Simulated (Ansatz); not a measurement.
What is the Fermi surface of Re (Fm-3m)?

```cif
data_structure
_symmetry_space_group_name_H-M 'P 1'
_symmetry_Int_Tables_number 1
_cell_length_a 2.7931
_cell_length_b 2.7931
_cell_length_c 2.7931
_cell_angle_alpha 60.000
_cell_angle_beta 60.000
_cell_angle_gamma 60.000
_cell_volume 15.41
loop_
_atom_site_label
_atom_site_type_symbol
_atom_site_fract_x
_atom_site_fract_y
_atom_site_fract_z
_atom_site_occupancy
Re1 Re 0.00000 0.00000 0.00000 1
```

Theory: Ansatz, DFT PBE, scalar-relativistic, plane waves, PAW; levels and slopes on a dense k mesh at the converged density. No spin polarisation. The levels come from a k mesh of 34×34×34 points. Cell and positions as given, without relaxation (residual pressure −9 GPa).

Three bands cross the Fermi level; this is a three-dimensional metal. The density of states at the Fermi level is 0.88 states/eV per primitive cell. The intraband plasma frequency is 9.0 eV in all directions.

Band 7: three hole pockets centred at X (each 1.4 % of the zone); mean Fermi speed 13 × 10⁵ m/s.
Band 8: an open network that joins neighbouring zones in all directions (the band is filled at Γ and empty at X and L) and specks under 0.04 % of the zone, which the mesh doesn't resolve and which may come from the interpolation; mean Fermi speed 7.1 × 10⁵ m/s.
Band 9: six electron pockets on the Γ–X line (each 0.15 % of the zone) and specks under 0.04 % of the zone, which the mesh doesn't resolve and which may come from the interpolation.
A pocket cut by a face of the zone is counted once with the part on the opposite face.

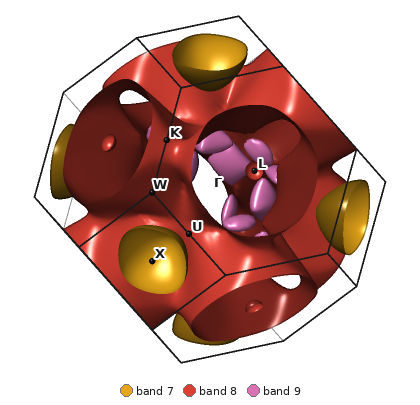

Each colour is one band. The brighter face of a sheet looks towards empty states.

Spin-orbit coupling is left out; with Re it can split, shift or remove sheets. Necks and pockets thinner than about two mesh steps aren't resolved, so separate pockets may in truth be joined.

Time for the whole run: 11 s on 1 thread of Arm Neoverse V1 (shared host), peak memory 0.36 GiB.
